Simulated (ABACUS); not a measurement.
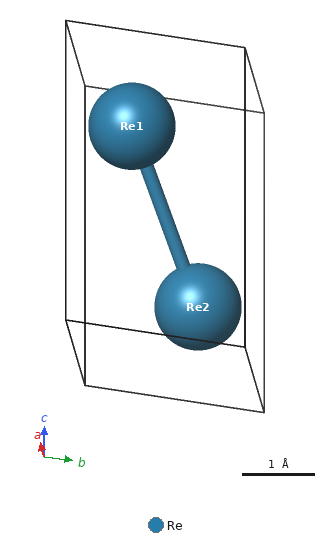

Fig. 1: The structure as given in the input (ball-and-stick view of the cell of the calculation, seen at an oblique angle; atoms are numbered from 1 in the order of the input).

## Band-structure run of Re

System: Re (P6₃/mmc, 2 atoms in the cell).
Method: Kohn-Sham DFT of a periodic cell, TM, SG15 ONCV 1.2 PBE, no spin polarisation (ABACUS 3.10.1).

The structure derives from an entry of the Crystallography Open Database. It belongs to a series of runs on one base structure; here: bands on the converged density.

**What the program printed**
```
ABACUS v3.10.1

               Atomic-orbital Based Ab-initio Computation at UStc

 ------------------------------------------------------------------------------------

 READING GENERAL INFORMATION
                           global_out_dir = OUT.Re/
                           global_in_card = INPUT
                               pseudo_dir = ./
                              orbital_dir =
                                    DSIZE = 4
                                    GSIZE = 1

 READING UNITCELL INFORMATION
                                    ntype = 1
                  lattice constant (Bohr) = 1.88973
              lattice constant (Angstrom) = 1

 READING ATOM TYPE 1
                               atom label = Re
                      L=0, number of zeta = 1
                      L=1, number of zeta = 1
                      L=2, number of zeta = 1
             number of atom for this type = 2

                        TOTAL ATOM NUMBER = 2
DIRECT COORDINATES
    atom                   x                   y                   z     mag                  vx                  vy                  vz
taud_Re1            0.6666666667        0.3333333333        0.7500000000  0.0000        0.0000000000        0.0000000000        0.0000000000
taud_Re2            0.3333333333        0.6666666667        0.2500000000  0.0000        0.0000000000        0.0000000000        0.0000000000

                          Volume (Bohr^3) = 198.59
                             Volume (A^3) = 29.4279

 Lattice vectors: (Cartesian coordinate: in unit of a_0)
              +2.7608                  +0                  +0
              -1.3804            +2.39092                  +0
                   +0                  +0             +4.4582
 Reciprocal vectors: (Cartesian coordinate: in unit of 2 pi/a_0)
            +0.362214           +0.209124                  -0
                   -0           +0.418249                  -0
                   +0                  -0           +0.224306
 The esolver type has been set to : ksdft_pw

                PAO radial cut off (Bohr) = 10

 Read in pseudopotential file is Re_ONCV_PBE-1.2.upf
                     pseudopotential type = NC
          exchange-correlation functional = PBE
                 nonlocal core correction = 0
                        valence electrons = 15
                                     lmax = 3
                           number of zeta = 0
                     number of projectors = 8
                           L of projector = 0
                           L of projector = 0
                           L of projector = 1
                           L of projector = 1
                           L of projector = 2
                           L of projector = 2
                           L of projector = 3
                           L of projector = 3
 XC functional updated to : MGGA_X_TM+MGGA_C_TM
          exchange-correlation functional = MGGA_X_TM+MGGA_C_TM
     initial pseudo atomic orbital number = 0

 SETUP THE ELECTRONS NUMBER
            electron number of element Re = 15
      total electron number of element Re = 30
            AUTOSET number of electrons:  = 30
                           occupied bands = 15
                                   NBANDS = 25
                                   NLOCAL = 18

%%%%%%%%%%%%%%%%%%%%%%%%%%%%%%%%%%%%%%%%%%%%%%%%%%%%%%%%%%%%%%%%%%%%%%%%%%%%%%%%%%%%%%%%%%%%%%%%%%%%%%%%%%
 Warning: the number of valence electrons in pseudopotential > 7 for Re: [Xe] 4f14 5d5 6s2
 Pseudopotentials with additional electrons can yield (more) accurate outcomes, but may be less efficient.
 If you're confident that your chosen pseudopotential is appropriate, you can safely ignore this warning.
%%%%%%%%%%%%%%%%%%%%%%%%%%%%%%%%%%%%%%%%%%%%%%%%%%%%%%%%%%%%%%%%%%%%%%%%%%%%%%%%%%%%%%%%%%%%%%%%%%%%%%%%%%

 SETUP THE PLANE WAVE BASIS
 energy cutoff for charge/potential (unit:Ry) = 336
            fft grid for charge/potential = [ 32, 32, 50 ]
                        fft grid division = [ 1, 1, 1 ]
        big fft grid for charge/potential = [ 32, 32, 50 ]
                                     nbxx = 51200
                                     nrxx = 51200

 SETUP PLANE WAVES FOR CHARGE/POTENTIAL
                    number of plane waves = 20641
                         number of sticks = 637

 PARALLEL PW FOR CHARGE/POTENTIAL
     PROC   COLUMNS(POT)             PW
        1            637          20641
 --------------- sum -------------------
        1            637          20641
                            number of |g| = 1038
                                  max |g| = 30.388
                                  min |g| = 0

----------- Double Check Mixing Parameters Begin ------------
mixing_type: broyden
mixing_beta: 0.7
mixing_gg0: 1
mixing_gg0_min: 0.1
mixing_ndim: 8
----------- Double Check Mixing Parameters End ------------

 SETUP K-POINTS
                                    nspin = 1
                                   nkstot = 93
K-POINTS DIRECT COORDINATES
 KPOINTS    DIRECT_X    DIRECT_Y    DIRECT_Z  WEIGHT
       1  0.00000000  0.00000000  0.00000000  1.0000
       2  0.05000000  0.00000000  0.00000000  1.0000
       3  0.10000000  0.00000000  0.00000000  1.0000
       4  0.15000000  0.00000000  0.00000000  1.0000
       5  0.20000000  0.00000000  0.00000000  1.0000
       6  0.25000000  0.00000000  0.00000000  1.0000
       7  0.30000000  0.00000000  0.00000000  1.0000
       8  0.35000000  0.00000000  0.00000000  1.0000
       9  0.40000000  0.00000000  0.00000000  1.0000
      10  0.45000000  0.00000000  0.00000000  1.0000
      11  0.50000000  0.00000000  0.00000000  1.0000
      12  0.48333333  0.03333333  0.00000000  1.0000
      13  0.46666667  0.06666667  0.00000000  1.0000
      14  0.45000000  0.10000000  0.00000000  1.0000
      15  0.43333333  0.13333333  0.00000000  1.0000
      16  0.41666666  0.16666666  0.00000000  1.0000
      17  0.40000000  0.20000000  0.00000000  1.0000
      18  0.38333333  0.23333333  0.00000000  1.0000
      19  0.36666666  0.26666666  0.00000000  1.0000
      20  0.35000000  0.30000000  0.00000000  1.0000
      21  0.33333333  0.33333333  0.00000000  1.0000
      22  0.30000000  0.30000000  0.00000000  1.0000
      23  0.26666666  0.26666666  0.00000000  1.0000
      24  0.23333333  0.23333333  0.00000000  1.0000
      25  0.20000000  0.20000000  0.00000000  1.0000
      26  0.16666666  0.16666666  0.00000000  1.0000
      27  0.13333333  0.13333333  0.00000000  1.0000
      28  0.10000000  0.10000000  0.00000000  1.0000
      29  0.06666667  0.06666667  0.00000000  1.0000
      30  0.03333333  0.03333333  0.00000000  1.0000
[... 63 further k points ...]

           k-point number in this process = 24
       minimum distributed K point number = 23

[... K-POINTS CARTESIAN COORDINATES: 24 rows ...]

[... K-POINTS DIRECT COORDINATES: 24 rows ...]

 SETUP PLANE WAVES FOR WAVE FUNCTIONS
     energy cutoff for wavefunc (unit:Ry) = 84
              fft grid for wave functions = [ 32, 32, 50 ]
                    number of plane waves = 3345
                         number of sticks = 187

 PARALLEL PW FOR WAVE FUNCTIONS
     PROC   COLUMNS(POT)             PW
        1            187           3345
 --------------- sum -------------------
        1            187           3345

 SETUP NONLOCAL PSEUDOPOTENTIALS IN PLANE WAVE BASIS
 Re non-local projectors:
 projector 1 L=0
 projector 2 L=0
 projector 3 L=1
 projector 4 L=1
 projector 5 L=2
 projector 6 L=2
 projector 7 L=3
 projector 8 L=3
      TOTAL NUMBER OF NONLOCAL PROJECTORS = 64

 Init Non-Local PseudoPotential table :
 Init Non-Local-Pseudopotential done.

                                     npwx = 2607

 -------------------------------------------
 NONSELF-CONSISTENT
 -------------------------------------------
                                 init_chg = file
 try to read charge from file
 Read in the charge density: OUT.Re//Re-CHARGE-DENSITY.restart
 try to read kinetic energy density from file
 Read in the kinetic energy density: OUT.Re//Re-TAU-DENSITY.restart

 PW ALGORITHM --------------- ION=   1  ELEC=   1--------------------------------
 k(1/93) Iter steps (avg)=28 threshold=1e-07
 k(2/93) Iter steps (avg)=20 threshold=1e-07
 k(3/93) Iter steps (avg)=18 threshold=1e-07
 k(4/93) Iter steps (avg)=19 threshold=1e-07
 k(5/93) Iter steps (avg)=21 threshold=1e-07
 k(6/93) Iter steps (avg)=21 threshold=1e-07
 k(7/93) Iter steps (avg)=25 threshold=1e-07
 k(8/93) Iter steps (avg)=16 threshold=1e-07
 k(9/93) Iter steps (avg)=14 threshold=1e-07
 k(10/93) Iter steps (avg)=12 threshold=1e-07
 k(11/93) Iter steps (avg)=13 threshold=1e-07
 k(12/93) Iter steps (avg)=12 threshold=1e-07
 k(13/93) Iter steps (avg)=12 threshold=1e-07
 k(14/93) Iter steps (avg)=12 threshold=1e-07
 k(15/93) Iter steps (avg)=12 threshold=1e-07
 k(16/93) Iter steps (avg)=14 threshold=1e-07
 k(17/93) Iter steps (avg)=15 threshold=1e-07
 k(18/93) Iter steps (avg)=15 threshold=1e-07
 k(19/93) Iter steps (avg)=17 threshold=1e-07
 k(20/93) Iter steps (avg)=20 threshold=1e-07
 k(21/93) Iter steps (avg)=19 threshold=1e-07
 k(22/93) Iter steps (avg)=18 threshold=1e-07
 k(23/93) Iter steps (avg)=16 threshold=1e-07
 k(24/93) Iter steps (avg)=21 threshold=1e-07
[... levels at 24 k points of this process ...]

 Density error is 0.00000000000
                          Error Threshold = 1.00000000000e-07
----------------------------------------------------------
     Energy           Rydberg                 eV
----------------------------------------------------------
 E_KohnSham     -319.3595843108      -4345.1100575385
 E_KS(sigma->0) -319.3587268069      -4345.0983905996
 E_Harris       -319.3595843108      -4345.1100575385
 E_band         -10.6255757245       -144.5683743833
 E_one_elec     -43.5151060076       -592.0533907769
 E_Hartree      38.7739821135        527.5470908941
 E_xc           -33.9551748658       -461.9838547612
 E_Ewald        -280.6615705432      -3818.5965690167
 E_entropy(-TS) -0.0017150078        -0.0233338778
 E_descf        0.0000000000         0.0000000000
 E_exx          0.0000000000         0.0000000000
 E_Fermi        1.7732462823         24.1262533963
----------------------------------------------------------

 charge density convergence is achieved
 final etot is -4345.1100575 eV
 EFERMI = 24.126253396 eV

 STATE ENERGY(eV) AND OCCUPATIONS    NSPIN == 1
 1/24 kpoint (Cartesian) = 0.0000 0.0000 0.0000 (2599 pws)
       1       -56.1031      0.0215054
       2       -55.9831      0.0215054
       3       -18.4560      0.0215054
       4       -17.4186      0.0215054
       5       -17.4186      0.0215054
       6       -17.2465      0.0215054
       7       -17.2465      0.0215054
       8       -17.2319      0.0215054
       9        14.2140      0.0215054
      10        17.4641      0.0215054
      11        22.5590      0.0215054
      12        22.5590      0.0215054
      13        22.5616      0.0215054
      14        23.4065      0.0215054
      15        23.4065      0.0215054
      16        24.3394    0.000298410
      17        24.3394    0.000298410
      18        24.4952    1.34234e-05
      19        27.5329    5.53283e-32
      20        27.5329    5.53283e-32
      21        34.1275        0.00000
      22        37.2462        0.00000
      23        39.2559        0.00000
      24        40.8845        0.00000
      25        45.7209        0.00000

 2/24 kpoint (Cartesian) = 0.018111 0.010456 0.0000 (2581 pws)
       1       -56.1007      0.0215054
       2       -55.9820      0.0215054
       3       -18.4466      0.0215054
       4       -17.4407      0.0215054
       5       -17.4258      0.0215054
       6       -17.2695      0.0215054
       7       -17.2497      0.0215054
       8       -17.2358      0.0215054
       9        14.3169      0.0215054
      10        17.5609      0.0215054
      11        22.2248      0.0215054
      12        22.6526      0.0215054
      13        22.8574      0.0215054
      14        23.3279      0.0215054
      15        23.4951      0.0215053
      16        24.0510      0.0175973
      17        24.2567     0.00147466
      18        24.3313    0.000350366
      19        27.5911    1.72610e-32
      20        27.9891    6.02478e-36
      21        34.1324        0.00000
      22        37.4815        0.00000
      23        39.4054        0.00000
      24        41.0530        0.00000
      25        44.4722        0.00000

 3/24 kpoint (Cartesian) = 0.036221 0.020912 0.0000 (2603 pws)
       1       -56.0936      0.0215054
       2       -55.9788      0.0215054
       3       -18.4189      0.0215054
       4       -17.5048      0.0215054
       5       -17.4462      0.0215054
       6       -17.3359      0.0215054
       7       -17.2594      0.0215054
       8       -17.2476      0.0215054
       9        14.6184      0.0215054
      10        17.8368      0.0215054
      11        21.8344      0.0215054
      12        22.9309      0.0215054
      13        23.0460      0.0215054
      14        23.2345      0.0215054
      15        23.2368      0.0215054
      16        23.7580      0.0214918
      17        24.0350      0.0185214
      18        24.1728     0.00608141
      19        27.7408    8.65176e-34
      20        28.9845    1.36136e-44
      21        34.1182    3.49886e-89
      22        38.1475        0.00000
      23        39.8128        0.00000
      24        41.5632        0.00000
      25        43.1118        0.00000

 4/24 kpoint (Cartesian) = 0.054332 0.031369 0.0000 (2607 pws)
       1       -56.0825      0.0215054
       2       -55.9740      0.0215054
       3       -18.3741      0.0215054
       4       -17.6044      0.0215054
       5       -17.4774      0.0215054
       6       -17.4375      0.0215054
       7       -17.2751      0.0215054
       8       -17.2675      0.0215054
       9        15.0956      0.0215054
      10        18.2400      0.0215054
      11        21.4313      0.0215054
      12        22.3338      0.0215054
      13        22.7760      0.0215054
      14        23.3862      0.0215054
      15        23.5983      0.0215048
      16        23.7302      0.0214976
      17        23.9528      0.0208552
      18        24.1861     0.00499233
      19        27.9308    1.93633e-35
      20        30.1633    7.85501e-55
      21        34.0302    2.03010e-88
      22        39.1001        0.00000
      23        40.2531        0.00000
      24        42.1267        0.00000
      25        42.3904        0.00000

 5/24 kpoint (Cartesian) = 0.072443 0.041825 0.0000 (2593 pws)
       1       -56.0682      0.0215054
       2       -55.9682      0.0215054
       3       -18.3147      0.0215054
       4       -17.7294      0.0215054
       5       -17.5626      0.0215054
       6       -17.5157      0.0215054
       7       -17.2956      0.0215054
       8       -17.2954      0.0215054
       9        15.7078      0.0215054
      10        18.6508      0.0215054
      11        21.1243      0.0215054
      12        21.4747      0.0215054
      13        22.4884      0.0215054
      14        23.3948      0.0215054
      15        23.6966      0.0215014
      16        24.0046      0.0197702
      17        24.1001      0.0135056
      18        24.7626    6.38094e-08
      19        28.1178    4.59674e-37
      20        31.3974    1.50119e-65
      21        33.8443    8.36943e-87
      22        39.7772        0.00000
      23        39.9964        0.00000
      24        42.1746        0.00000
      25        42.3316        0.00000

 6/24 kpoint (Cartesian) = 0.090553 0.052281 0.0000 (2597 pws)
       1       -56.0518      0.0215054
       2       -55.9623      0.0215054
       3       -18.2436      0.0215054
       4       -17.8674      0.0215054
       5       -17.6977      0.0215054
       6       -17.5571      0.0215054
       7       -17.3315      0.0215054
       8       -17.3190      0.0215054
       9        16.3923      0.0215054
      10        18.8661      0.0215054
      11        20.7044      0.0215054
      12        21.0603      0.0215054
      13        22.3345      0.0215054
      14        23.0666      0.0215054
      15        23.4343      0.0215054
      16        24.7435    9.35287e-08
      17        24.7637    6.24892e-08
      18        25.4620    5.37231e-14
      19        28.2771    1.89884e-38
      20        32.6223    3.44473e-76
      21        33.5897    1.36175e-84
      22        38.9769        0.00000
      23        39.2244        0.00000
      24        41.0689        0.00000
      25        42.9246        0.00000

[... levels at 18 further k points ...]

 --------------------------------------------
 !FINAL_ETOT_IS -4345.110057538544 eV
 --------------------------------------------

 Output bands in file: OUT.Re/BANDS_1.dat
```

This output came from the following input.

**Input**
```
INPUT_PARAMETERS
suffix              Re
calculation         nscf
basis_type          pw
pseudo_dir          ./
symmetry            -1
dft_functional      MGGA_X_TM+MGGA_C_TM
ecutwfc             84.0
pseudo_rcut         10
nspin               1
nbands              25
ks_solver           dav
smearing_method     fd
smearing_sigma      0.00367493
scf_thr             1e-08
scf_nmax            100
mixing_type         broyden
mixing_beta         0.7
mixing_tau          1
init_chg            file
pw_diag_thr         1e-07
out_band            1
kpar                4
```

**File STRU**
```
ATOMIC_SPECIES
Re 186.2070 Re_ONCV_PBE-1.2.upf

LATTICE_CONSTANT
1.8897261246

LATTICE_VECTORS
2.7608000000 0.0000000000 0.0000000000
-1.3804000000 2.3909229348 0.0000000000
0.0000000000 0.0000000000 4.4582000000

ATOMIC_POSITIONS
Direct

Re
0.0
2
0.6666666667 0.3333333333 0.7500000000 1 1 1
0.3333333333 0.6666666667 0.2500000000 1 1 1
```

**File KPT**
```
K_POINTS
12
Line
0.00000000 0.00000000 0.00000000 10 // G
0.50000000 0.00000000 0.00000000 10 // M
0.33333333 0.33333333 0.00000000 10 // K
0.00000000 0.00000000 0.00000000 10 // G
0.00000000 0.00000000 0.50000000 10 // A
0.50000000 0.00000000 0.50000000 10 // L
0.33333333 0.33333333 0.50000000 10 // H
0.00000000 0.00000000 0.50000000 1 // A
0.50000000 0.00000000 0.50000000 10 // L
0.50000000 0.00000000 0.00000000 1 // M
0.33333333 0.33333333 0.00000000 10 // K
0.33333333 0.33333333 0.50000000 1 // H
```

Run as:
```bash
OMP_NUM_THREADS=1 mpirun -np 4 abacus > log
```

**Summary**

| quantity | value |
| --- | --- |
| outcome | converged |
| space group (tolerance 0.01 Å) | P6₃/mmc (194) |
| electrons treated | 30 |
| Fermi energy of the self-consistent step | 24.118 eV |
| hardware | 4 threads of Intel Xeon (Sapphire Rapids), 16 GiB of memory available, shared host |
| wall time | 16 s (CPU time 63 s) |
| peak memory | 0.4 GiB |

**Notes**

Spin–orbit coupling is left out, which matters for Re.
